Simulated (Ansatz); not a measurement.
# Gd: what the fields show

```
Gd
1.0
     0.00000    2.58582    2.58582
    -5.17164    0.00000    0.00000
     0.00000   -5.17164    5.17164
Gd
4
Direct
  0.00000 0.00000 0.00000
  0.00000 0.00000 0.50000
  0.50000 0.50000 0.25000
  0.50000 0.50000 0.75000
```

Space group Fm-3m; a structure from a database of computed crystals, not necessarily the ambient phase; spin-polarised.

These are results of DFT, PBE, PAW with Ansatz's default frozen-core files, scalar-relativistic (Ansatz 0.2.0), not measurements.

Core electrons are frozen (PAW), and the valence fields are smoothed inside the atomic spheres.

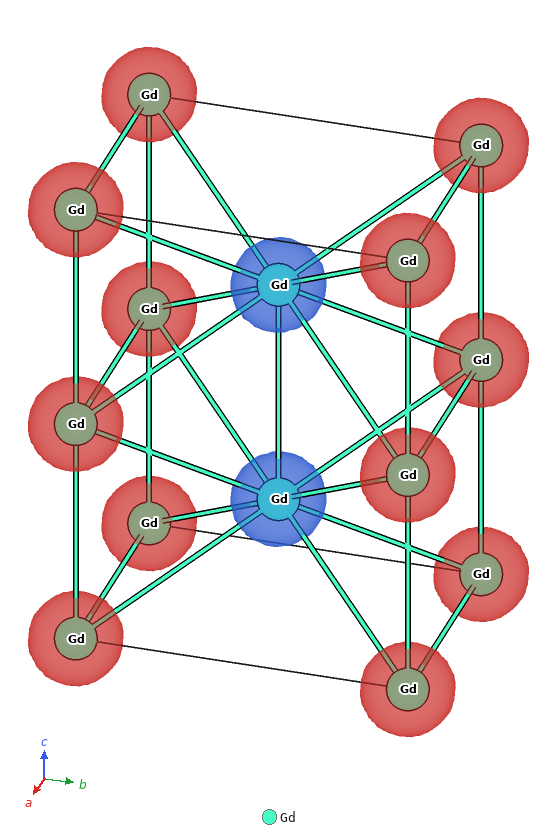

Figure 1. Isosurfaces of the magnetisation density (up minus down) at +1 (red) and −1 e/Å³ (blue), seen at an oblique angle. Sticks mark near contacts.

Q: Which atoms carry the moments, and with what signs?

A: The spin density sits on Gd: +7.2 μB (×2) and −7.2 μB (×2) in one cell of 4 atoms: antiferromagnetic in this solution, which needn't be the ground state, with some nearest magnetic neighbours parallel and some opposed. The cell of the calculation (4 atoms) carries 0.0 μB of net spin moment.

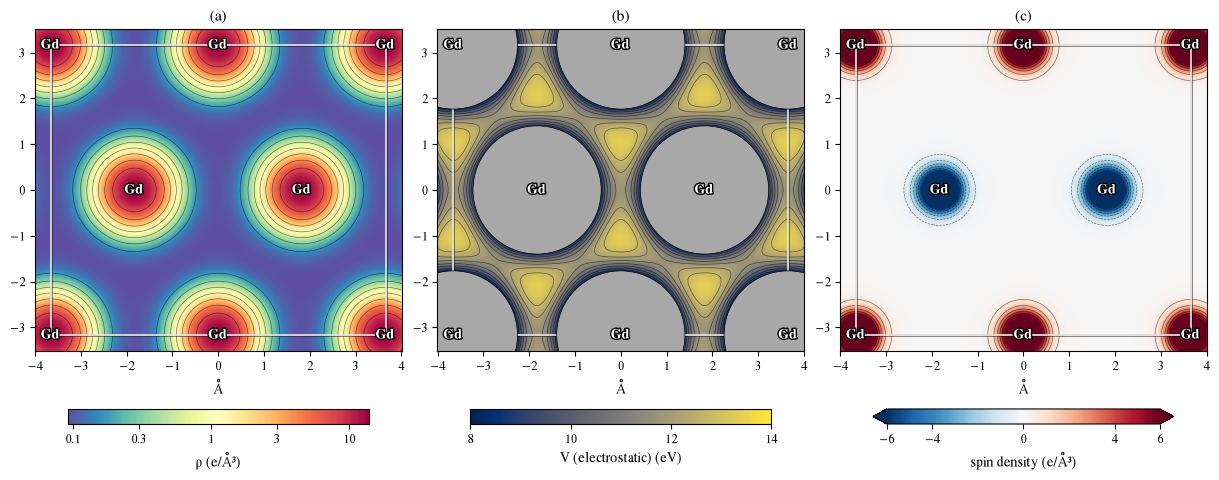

Figure 2. (a) valence charge density (pseudo); (b) electrostatic potential (local pseudopotential plus Hartree) felt by an electron; (c) magnetisation density (up minus down) on the (110) plane of the calculation cell. Grey discs cover the atomic cores in the potential map.

Q: Interpret the plot.

A:
- Atoms in the plane: Gd.
- Gd–Gd (3.66 Å): ρ is about 0.1 e/Å³ halfway.
- Between the atoms the lowest density in this plane is 0.09 e/Å³.
- Outside the cores the potential energy rises away from the atoms and is highest about 2.1 Å from the nearest atoms; its zero is arbitrary.

Q: Does the calculation give a band gap?

A: It is metallic or semimetallic at this level of theory: no gap opens.
